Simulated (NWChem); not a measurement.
**C5H6 (cyclopentadiene) at 3 levels**

Aim: a comparison of 3 runs (HF/STO-3G, HF/3-21G, B3LYP/6-31G*) of C5H6 (cyclopentadiene). 

Program for the calculation: NWChem 7.3.0.

1 further run of the same task is left out (set aside as unsound or not needed).

## (1) Starting point

C5H6: 11 atoms, total charge 0, spin state singlet. As SMILES, `C1=CCC=C1`. The shape is that of a PBE0-D4/def2-TZVP optimisation.

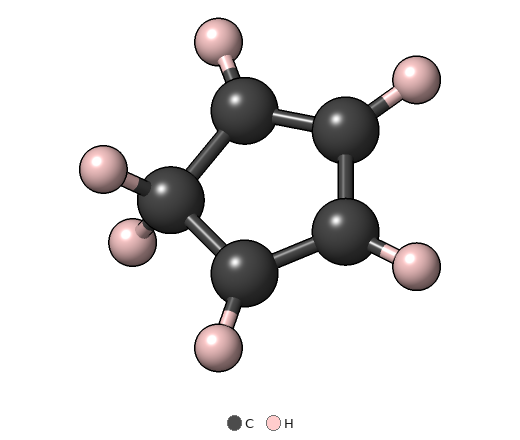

Viewed from a chosen angle; carbon dark grey, hydrogen pink.

## (2) Energy and forces at HF/STO-3G (run 1)

File run.py:

```python
from ase import Atoms
from ase.calculators.nwchem import NWChem

molecule = Atoms(['C', 'C', 'C', 'C', 'C', 'H', 'H', 'H', 'H', 'H', 'H'], positions=[
    [-1.190900, 0.435600, -0.253200],
    [-0.728000, 0.015400, 0.934400],
    [0.696000, -0.404800, 0.781800],
    [0.975900, -0.162000, -0.664000],
    [-0.129400, 0.325400, -1.248800],
    [-2.189500, 0.800700, -0.455900],
    [-1.275300, -0.023600, 1.866100],
    [0.845500, -1.456900, 1.058000],
    [1.366100, 0.173100, 1.432000],
    [1.927600, -0.357200, -1.138600],
    [-0.232600, 0.597500, -2.291400],
])

calc = NWChem(
    label='c5h6',
    theory='scf',
    memory='2200 mb',
    basis='STO-3G',
    basispar='spherical bse',
    scf={'nopen': '0', 'rhf': None, 'thresh': '1e-08', 'maxiter': '80'},
)
molecule.calc = calc

forces = molecule.get_forces()
print(f"energy = {molecule.get_potential_energy():.6f} eV")
print("forces (eV/A):")
for s, f in zip(molecule.symbols, forces):
    print(f"{s:2s} {f[0]:10.5f} {f[1]:10.5f} {f[2]:10.5f}")
print("dipole (e A):", molecule.get_dipole_moment().round(4))
```

On the command line:

```sh
$ export ASE_NWCHEM_COMMAND="nwchem PREFIX.nwi > PREFIX.nwo"
$ python run.py
```

Standard output:

```text
energy = -5182.509561 eV
forces (eV/A):
C    -0.37641   -0.35481    2.07817
C    -1.58503    0.82738   -1.42110
C     1.29913   -0.74084    1.46738
C    -1.22775    0.79247   -1.75529
C     2.04300   -0.61105   -0.19710
H     0.07153   -0.01039   -0.04757
H     0.09292   -0.02792   -0.00967
H    -0.07549    0.22189   -0.10521
H    -0.17257   -0.08269   -0.17509
H    -0.01697   -0.01568    0.09431
H    -0.05240    0.00165    0.07112
dipole (e A): [ 0.052  -0.0302  0.0588]
```

The calculator wrote c5h6.nwi:

```
title "c5h6"

permanent_dir c5h6

scratch_dir c5h6

start c5h6

geometry units angstrom nocenter noautosym noautoz
  C  -1.1909000000000001e+00 4.3559999999999999e-01 -2.5319999999999998e-01
  C  -7.2799999999999998e-01 1.5400000000000000e-02 9.3440000000000001e-01
  C  6.9599999999999995e-01 -4.0479999999999999e-01 7.8180000000000005e-01
  C  9.7589999999999999e-01 -1.6200000000000001e-01 -6.6400000000000003e-01
  C  -1.2939999999999999e-01 3.2540000000000002e-01 -1.2487999999999999e+00
  H  -2.1894999999999998e+00 8.0069999999999997e-01 -4.5590000000000003e-01
  H  -1.2753000000000001e+00 -2.3599999999999999e-02 1.8661000000000001e+00
  H  8.4550000000000003e-01 -1.4569000000000001e+00 1.0580000000000001e+00
  H  1.3661000000000001e+00 1.7310000000000000e-01 1.4319999999999999e+00
  H  1.9276000000000000e+00 -3.5720000000000002e-01 -1.1386000000000001e+00
  H  -2.3260000000000000e-01 5.9750000000000003e-01 -2.2913999999999999e+00
end

memory 2200 mb

basis spherical bse noprint
   * library STO-3G
end

scf
  nopen 0
  rhf
  thresh 1e-08
  maxiter 80
end

task scf gradient
```

c5h6.nwo:

```text
Northwest Computational Chemistry Package (NWChem) 7.3.0
             --------------------------------------------------------

           Job information
           ---------------

    nwchem branch   = 7.3.0
    use scalapack   = T
    input           = c5h6.nwi
    prefix          = c5h6.
    data base       = c5h6/c5h6.db
    status          = startup
    nproc           =        1

           Memory information
           ------------------

[... 5 lines left out ...]
    hardfail = no
[... 137 lines left out ...]
         Quadratically convergent ROHF
[... 14 lines left out ...]
       Final RHF  results
[... 4 lines left out ...]
      Two-electron energy =    221.696819765941
[... 37 lines left out ...]
                       ROHF Final Molecular Orbital Analysis
[... 229 lines left out ...]
                 ----------------------------------------
                 |  Time  |  1-e(secs)   |  2-e(secs)   |
                 ----------------------------------------
                 |  CPU   |       0.00   |       0.17   |
                 ----------------------------------------
                 |  WALL  |       0.00   |       0.17   |
                 ----------------------------------------

 Task  times  cpu:        2.0s     wall:        2.0s
 Total times  cpu:        2.0s     wall:        2.0s
```

Wall time 3 s (1 thread of Intel Xeon Platinum 8488C (Sapphire Rapids), shared host); peak memory 0.099 GiB.

## (3) Energy and gradient at HF/3-21G (run 2)

File a.nw:

```
start a
title "C5H6 hf"
memory stack 880 mb heap 220 mb global 1100 mb
geometry noautosym nocenter noautoz
 C    -1.190900    0.435600   -0.253200
 C    -0.728000    0.015400    0.934400
 C     0.696000   -0.404800    0.781800
 C     0.975900   -0.162000   -0.664000
 C    -0.129400    0.325400   -1.248800
 H    -2.189500    0.800700   -0.455900
 H    -1.275300   -0.023600    1.866100
 H     0.845500   -1.456900    1.058000
 H     1.366100    0.173100    1.432000
 H     1.927600   -0.357200   -1.138600
 H    -0.232600    0.597500   -2.291400
end
basis spherical bse
 * library 3-21G
end
scf
 thresh 1e-08
 maxiter 80
end
task scf gradient
```

On the command line:

```sh
$ nwchem a.nw > a.out
```

Standard output:

```text
[...]
  functions       =    57
[...]
  wavefunction    = RHF
[...]
         Total SCF energy =   -191.715054436745
      One-electron energy =   -569.235527630987
      Two-electron energy =    220.106549468333
 Nuclear repulsion energy =    157.413923725908
        Time for solution =      2.1s
[...]
                         RHF ENERGY GRADIENTS
    atom               coordinates                        gradient
                 x          y          z           x          y          z
   1 C      -2.250475   0.823165  -0.478479    0.015639  -0.000985  -0.017642
   2 C      -1.375721   0.029102   1.765760    0.020882  -0.007128   0.002397
   3 C       1.315249  -0.764961   1.477388   -0.018942   0.010793  -0.021396
   4 C       1.844184  -0.306136  -1.254778    0.000392  -0.005037   0.021602
   5 C      -0.244531   0.614917  -2.359890   -0.018485   0.002652   0.014465
   6 H      -4.137555   1.513104  -0.861526   -0.009268   0.003290  -0.001560
   7 H      -2.409968  -0.044598   3.526418   -0.005005  -0.000275   0.008194
   8 H       1.597763  -2.753142   1.999330    0.002460  -0.005393   0.003222
   9 H       2.581555   0.327112   2.706088    0.004606   0.001358   0.004766
  10 H       3.642636  -0.675010  -2.151642    0.008372  -0.001682  -0.004370
  11 H      -0.439550   1.129111  -4.330118   -0.000651   0.002406  -0.009679
[...]
```

It took 3.3 s on 1 thread of Intel Xeon Platinum 8488C (Sapphire Rapids), shared host; peak memory 0.099 GiB.

## (4) Energy and forces at B3LYP/6-31G(d) (Cartesian functions) (run 3)

File run.py:

```python
from ase import Atoms
from ase.calculators.nwchem import NWChem

mol = Atoms(['C', 'C', 'C', 'C', 'C', 'H', 'H', 'H', 'H', 'H', 'H'], positions=[
    [-1.190900, 0.435600, -0.253200],
    [-0.728000, 0.015400, 0.934400],
    [0.696000, -0.404800, 0.781800],
    [0.975900, -0.162000, -0.664000],
    [-0.129400, 0.325400, -1.248800],
    [-2.189500, 0.800700, -0.455900],
    [-1.275300, -0.023600, 1.866100],
    [0.845500, -1.456900, 1.058000],
    [1.366100, 0.173100, 1.432000],
    [1.927600, -0.357200, -1.138600],
    [-0.232600, 0.597500, -2.291400],
])

calc = NWChem(
    label='c5h6',
    theory='dft',
    memory='2200 mb',
    basis='6-31G*',
    dft={'xc': 'b3lyp', 'mult': '1', 'grid': 'xfine', 'convergence': 'energy 1e-08', 'iterations': '100', 'mulliken': None},
)
mol.calc = calc

forces = mol.get_forces()
print(f"energy = {mol.get_potential_energy():.6f} eV")
print("forces (eV/A):")
for s, f in zip(mol.symbols, forces):
    print(f"{s:2s} {f[0]:10.5f} {f[1]:10.5f} {f[2]:10.5f}")
print("dipole (e A):", mol.get_dipole_moment().round(4))
```

On the command line:

```sh
$ export ASE_NWCHEM_COMMAND="nwchem PREFIX.nwi > PREFIX.nwo"
$ python run.py
```

Standard output:

```text
energy = -5281.746423 eV
forces (eV/A):
C    -0.33337    0.13493   -0.11740
C    -0.22189   -0.01358    0.35162
C     0.23844   -0.13005    0.26878
C     0.35990   -0.07261   -0.19360
C    -0.08366    0.10567   -0.35584
H    -0.09775    0.04150   -0.03995
H    -0.04499   -0.00838    0.09750
H     0.03312   -0.10778    0.04726
H     0.08037    0.03939    0.08104
H     0.09924   -0.02283   -0.03713
H    -0.02936    0.03373   -0.10228
dipole (e A): [ 0.0582 -0.0338  0.0658]
```

The calculator wrote c5h6.nwi:

```
title "c5h6"

permanent_dir c5h6

scratch_dir c5h6

start c5h6

geometry units angstrom nocenter noautosym noautoz
  C  -1.1909000000000001e+00 4.3559999999999999e-01 -2.5319999999999998e-01
  C  -7.2799999999999998e-01 1.5400000000000000e-02 9.3440000000000001e-01
  C  6.9599999999999995e-01 -4.0479999999999999e-01 7.8180000000000005e-01
  C  9.7589999999999999e-01 -1.6200000000000001e-01 -6.6400000000000003e-01
  C  -1.2939999999999999e-01 3.2540000000000002e-01 -1.2487999999999999e+00
  H  -2.1894999999999998e+00 8.0069999999999997e-01 -4.5590000000000003e-01
  H  -1.2753000000000001e+00 -2.3599999999999999e-02 1.8661000000000001e+00
  H  8.4550000000000003e-01 -1.4569000000000001e+00 1.0580000000000001e+00
  H  1.3661000000000001e+00 1.7310000000000000e-01 1.4319999999999999e+00
  H  1.9276000000000000e+00 -3.5720000000000002e-01 -1.1386000000000001e+00
  H  -2.3260000000000000e-01 5.9750000000000003e-01 -2.2913999999999999e+00
end

memory 2200 mb

basis noprint
   * library 6-31G*
end

dft
  xc b3lyp
  mult 1
  grid xfine
  convergence energy 1e-08
  iterations 100
  mulliken
end

task dft gradient
```

c5h6.nwo:

```text
Northwest Computational Chemistry Package (NWChem) 7.3.0
             --------------------------------------------------------

           Job information
           ---------------

    nwchem branch   = 7.3.0
    use scalapack   = T
    input           = c5h6.nwi
    prefix          = c5h6.
    data base       = c5h6/c5h6.db
    status          = startup
    nproc           =        1

           Memory information
           ------------------

[... 5 lines left out ...]
    hardfail = no
[... 108 lines left out ...]
  convergence criterion.
[... 41 lines left out ...]
          Spatial weights used:  Erf1
[... 32 lines left out ...]
 1-e energy   =    -567.216743
[... 46 lines left out ...]
           Coulomb energy =      249.537145808818
[... 685 lines left out ...]
          Convergence on density requested:  1.00D-05
[... 27 lines left out ...]
          total energy or number of iterations.
[... 36 lines left out ...]
                 ----------------------------------------
                 |  Time  |  1-e(secs)   |  2-e(secs)   |
                 ----------------------------------------
                 |  CPU   |       0.01   |       1.51   |
                 ----------------------------------------
                 |  WALL  |       0.01   |       1.51   |
                 ----------------------------------------

 Task  times  cpu:       43.1s     wall:       43.1s
 Total times  cpu:       43.2s     wall:       43.2s
```

Wall time 44 s (1 thread of Intel Xeon Platinum 8488C (Sapphire Rapids), shared host); peak memory 0.15 GiB.

## (5) All runs side by side

```tsv
run	level	Cartesian functions	iteration cap	energy (Eh)	dipole moment (D)	HOMO energy (eV)	LUMO energy (eV)	wall time
1	HF/STO-3G	no	80	-190.453715	0.40	-6.77	6.93	3 s
2	HF/3-21G	no	80	-191.715054	0.45	-8.35	3.74	3.3 s
3	B3LYP/6-31G* (Cartesian functions)	yes	100	-194.100603	0.45	-5.76	-0.23	44 s
```

## (6) Outcome

| quantity | value |
| --- | --- |
| run 3: total energy | -194.10060 Eh |
| run 3: dipole moment | 0.45 D |
| run 3: HOMO energy | -5.76 eV |
| run 3: LUMO energy | -0.23 eV |
| run 3: HOMO–LUMO gap | 5.53 eV |
| run 3: largest force on an atom | 0.416 eV/Å |

The dipole moment (its size) runs from 0.40 D (HF/STO-3G) to 0.45 D (B3LYP/6-31G*). The two ends differ in method and basis. The HOMO–LUMO gap runs from 5.53 eV (B3LYP/6-31G*) to 13.70 eV (HF/STO-3G). In run 1 the basis is minimal, so the values are rough. All runs together took 51 s, the longest 44 s.
